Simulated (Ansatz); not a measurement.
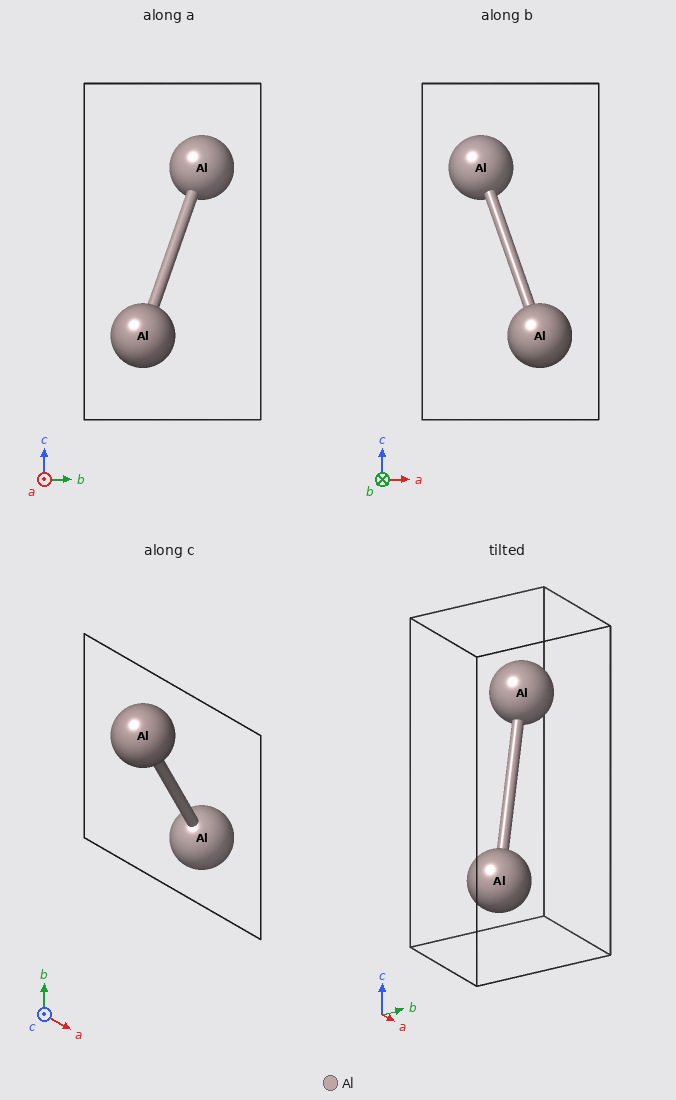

The figure gives a ball-and-stick picture of the atoms, viewed along the a axis, along the b axis, along the c axis and slightly off an axis. The wireframe shows the conventional unit cell.

Lattice parameters: a = 2.857 Å, b = 2.857 Å, c = 4.710 Å, α = 90.00°, β = 90.00°, γ = 120.00°. Put a along x and b in the xy plane.

Question: Put the structure into a POSCAR file.

Answer:
```
Al
1.0
     2.857    0.000    0.000
    -1.428    2.474    0.000
     0.000    0.000    4.710
Al
2
Direct
  0.6667 0.3333 0.2500
  0.3333 0.6667 0.7500
```

It derives from a structure type filled with this element by a generator (whether the element takes this form wasn't checked). Earlier steps of the study may have refined or changed the cell and positions. It went into a calculation with Ansatz.
